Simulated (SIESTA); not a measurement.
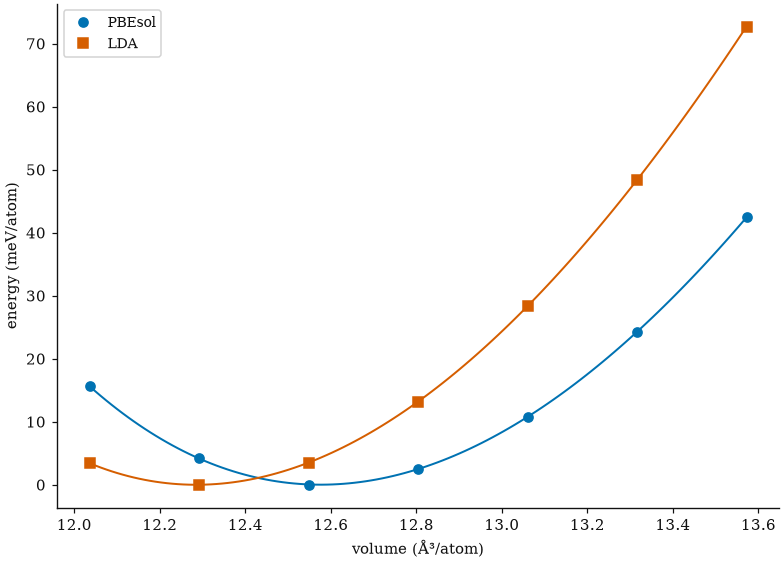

The picture above shows the energy against volume, with one curve for each functional, for CoSi₂ (space group Fm-3m).

Calculation (SIESTA 5.4.2): DFT in numerical atomic orbitals with pseudopotentials, collinear spins; energies at scaled volumes of the given cell, shape and fractions fixed, counted from the fit's minimum, third-order Birch-Murnaghan fit. All runs: collinear spin.

```tsv
setting	value
occupations	Fermi–Dirac
smearing width	0.05 eV
potentials	PseudoDojo 0.4 standard, converted to PSML, two zetas on semicore shells
```

Settings that differ: PBEsol: k mesh 9×9×9; LDA: k mesh 7×7×7.

Q: Order the curves by fitted equilibrium volume, smallest first.

A: LDA 12.285, PBEsol 12.576 Å³/atom.

Q: Order the curves by fitted bulk modulus, smallest first.

A: PBEsol 198.6, LDA 208.5 GPa.

Note: mulliken charges of long orbitals; short basis over semicore shells.
